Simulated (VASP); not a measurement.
Consider Se.

```
Se
1.0
     4.86816    0.00000    0.00000
     0.00000    7.90933    0.00000
     0.00000    0.00000    2.74020
Se
4
Cartesian
  3.2815 3.1720 0.7230
  4.0207 7.1267 2.0172
  1.5866 4.7373 0.7230
  0.8474 0.7826 2.0172
```

Space group P2₁2₁2; a structure from a database of computed crystals, not necessarily the ambient phase; not relaxed (largest force 0.5 eV/Å).

Level of theory: Kohn-Sham DFT of a periodic cell, PBE, VASP PAW PBE potentials, recommended in VASP.

**What can the converged valence pseudo-density and electron localisation function tell about the bonding?**

Se–Se (2.31 Å): the density is about 0.72 e/Å³ at the midpoint; the ELF peaks at about 0.75 between the atoms; localised, covalent bonding.

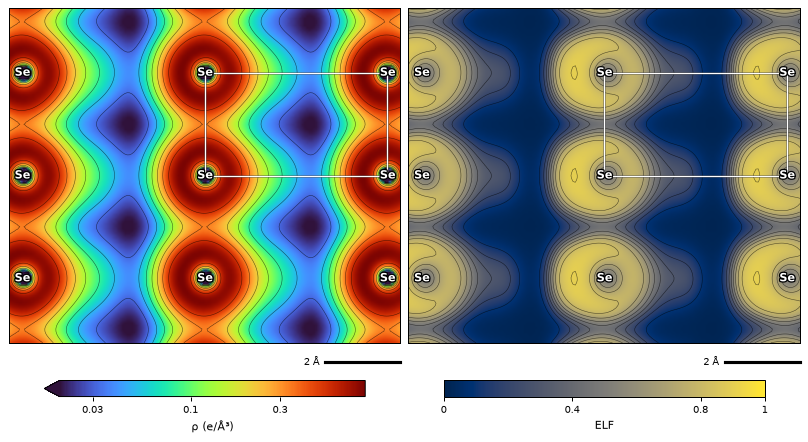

Computed valence pseudo-density and electron localisation function on the (010) plane of the conventional cell, in this order. 

Core electrons are frozen (PAW), and the valence fields are smoothed inside the atomic spheres.
